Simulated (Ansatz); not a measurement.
A periodic structure is given below.

```cif
data_structure
_symmetry_space_group_name_H-M 'P 1'
_symmetry_Int_Tables_number 1
_cell_length_a 2.8686
_cell_length_b 2.8686
_cell_length_c 4.6339
_cell_angle_alpha 90.000
_cell_angle_beta 90.000
_cell_angle_gamma 120.000
_cell_volume 33.02
loop_
_atom_site_label
_atom_site_type_symbol
_atom_site_fract_x
_atom_site_fract_y
_atom_site_fract_z
_atom_site_occupancy
Ti1 Ti 0.00000 0.00000 0.00000 1
Al1 Al 0.33333 0.66667 0.50000 1
```

Question: What crystal do these data define?

Answer: The solid is TiAl. The atoms follow space group P-6m2 (No. 187); the Bravais lattice is primitive hexagonal. One cell contains 1 Ti, 1 Al, 2 atoms in all. Ti sits among six Ti and six Al in an anticuboctahedral arrangement (2.87 Å to Ti, 2.85 Å to Al). Al is coordinated by six Ti and six Al in an anticuboctahedral arrangement (2.85 Å to Ti, 2.87 Å to Al). The bonds build a three-dimensional framework.

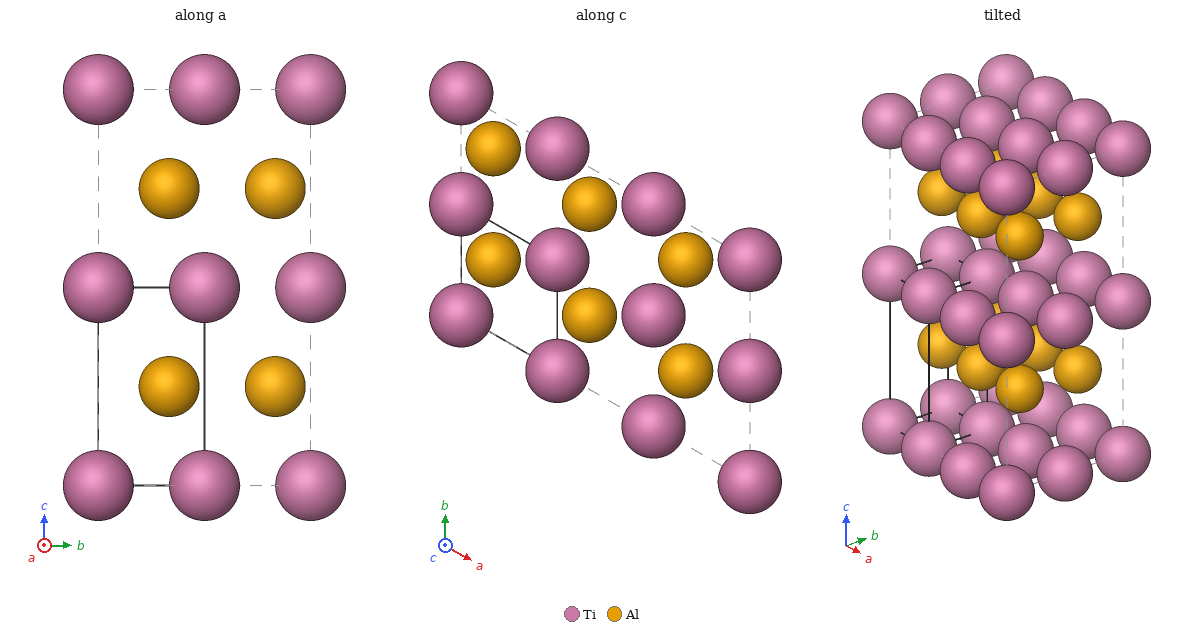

The crystal in a spheres-only representation, seen along the a axis, along the c axis and slightly off an axis. The drawing covers 3×2×2 cells, and the solid lines enclose one conventional unit cell.

The initial geometry was a structure listed in the Materials Project. A relaxation with DFT r2SCAN, scalar-relativistic, plane waves, PAW in Ansatz 0.2.0 gave the geometry drawn.
